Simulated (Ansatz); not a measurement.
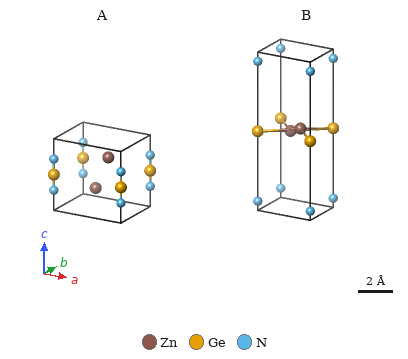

Two geometries of crystalline Zn2GeN2 (a generated structure, set up in P-3m1) (coarse preliminary run), drawn at one scale. One is the start of a relaxation, the other its converged end. Style: ball-and-stick. Shown: the cell of the calculation, slightly off an axis.

Method: DFT PBE, scalar-relativistic, plane waves, PAW in Ansatz 0.2.0. Settings: plane-wave cutoff 420 eV; k-point mesh 3 × 3 × 4; occupations gaussian; smearing width 0.1 eV; no spin polarisation; cell and atoms relaxed; force threshold 0.04 eV/Å; at most 70 steps.

Which geometry has the lower energy?

Answer. Structure B is the relaxed one. After 61 accepted moves (70 points after the start) the energy has fallen by 20918 meV per atom. Largest force component: 230 eV/Å at the start, 0.027 eV/Å at the end. The pressure goes from 178.35 to 0.05 GPa. The line search rejected the trial steps at points 9, 33, 62 of the run. At 6 points the geometry stayed and the basis and grid were re-selected for the new cell (energy shift of 71.5 meV per atom at most each time). The largest moves relative to the cell, 2.38 Å, are those of Zn atoms. Largest moves by element: Zn 2.38 Å, N 2.12 Å. Ge stays in place. The drawn cell changes as follows: a = b 5.835 → 4.566 Å (−21.8 %), c 4.293 → 9.491 Å (+121.1 %); the volume changes by +35.4 %. Near-neighbour distances that change, for instance: N–N 1.876 → 8.388 Å, Ge–N 0.938 → 4.194 Å, N–N 2.417 → 1.102 Å, Ge–Zn 3.580 → 2.653 Å. New bonds form, among them: N–N (2.42 → 1.10 Å). Bonds break, among them: Ge–N (0.94 → 4.19 Å). The space group stays P-3m1 (No. 164).
